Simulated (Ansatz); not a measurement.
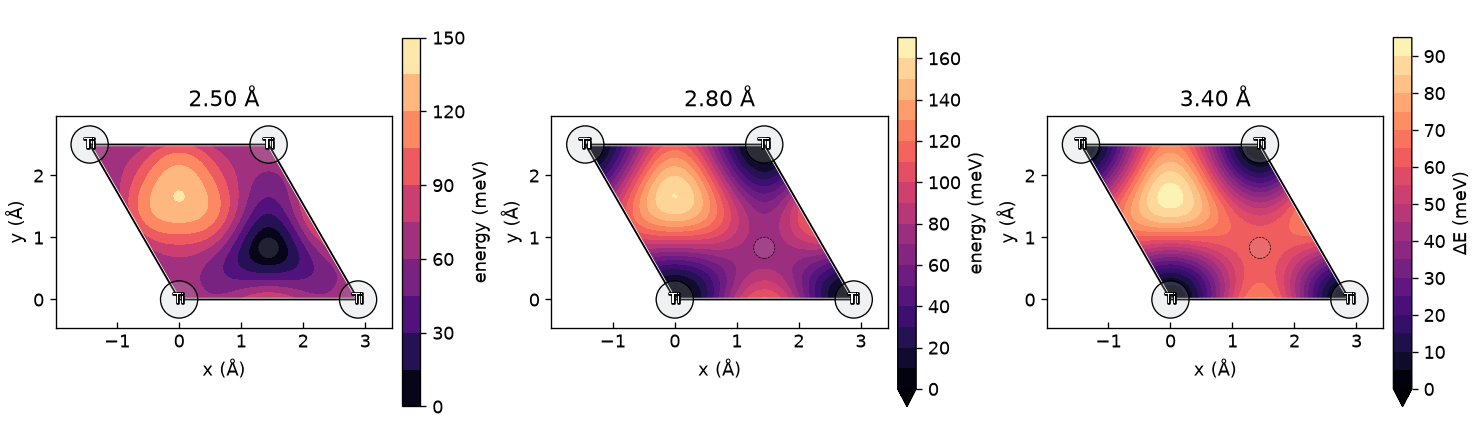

Three maps of one series, each from its own lowest grid point and on its own colour scale; the height changes from map to map. Si on a Ti(001) slab cut from the P6_3/mmc phase, its upper half relaxed before the scan (20 atoms of substrate and one adsorbate in a 2 × 2 cell). Si is moved over the surface cell at a fixed height above a rigid substrate; the origin of the map has the adsorbate above Ti17. Places are given modulo a cell vector. The map is drawn in real space over the plane of the surface. The scan uses a 6 × 6 grid. Places are given in fractions of the 1 × 1 surface cell. Energies are in meV, from the lowest grid point. The runs have no spin polarisation, so an open-shell adsorbate far from the surface lies too high. At a fixed height the lowest place need not be the adsorption site. All numbers below come from DFT PBE+D3(BJ), scalar-relativistic, plane waves, PAW (Ansatz 0.2.0). Settings: cutoff 420 eV, k-mesh 6×6×1, gaussian smearing 0.1 eV, no spin polarisation.

In the figure: filled contours, labelled circles for the atoms of the top layer and small ones for the second layer, the outline of one cell of the plane. Between grid points the surface is interpolated.

The span runs from the lowest to the highest grid point; passes are read from the interpolated surfaces.

| height | lowest grid point | span (meV) | easiest pass (meV) |
| --- | --- | --- | --- |
| 2.50 Å | a threefold hollow over a second-layer Ti atom | 136 | 65 |
| 2.80 Å | the top site over a surface Ti atom | 160 | 75 |
| 3.40 Å | the top site over a surface Ti atom | 92 | 63 |

One more map of the series was computed, for the height 3.10 Å. What do you expect for it?

Answer. The computed span is 132 meV, within the range of the others. The lowest grid point is the top site over a surface Ti atom, as for 2.80 Å and 3.40 Å. The easiest pass out of the lowest well is about 80 meV.

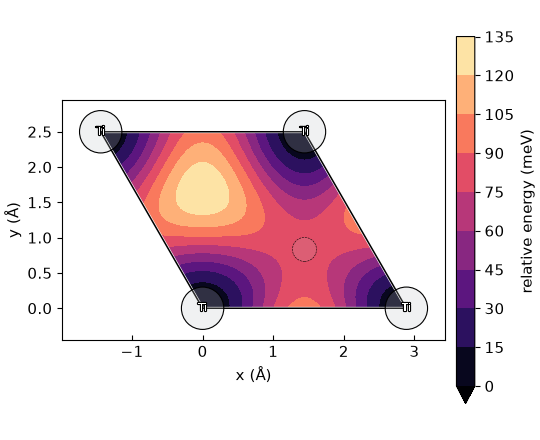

The map for 3.10 Å.

PAW datasets: the set soft_1.
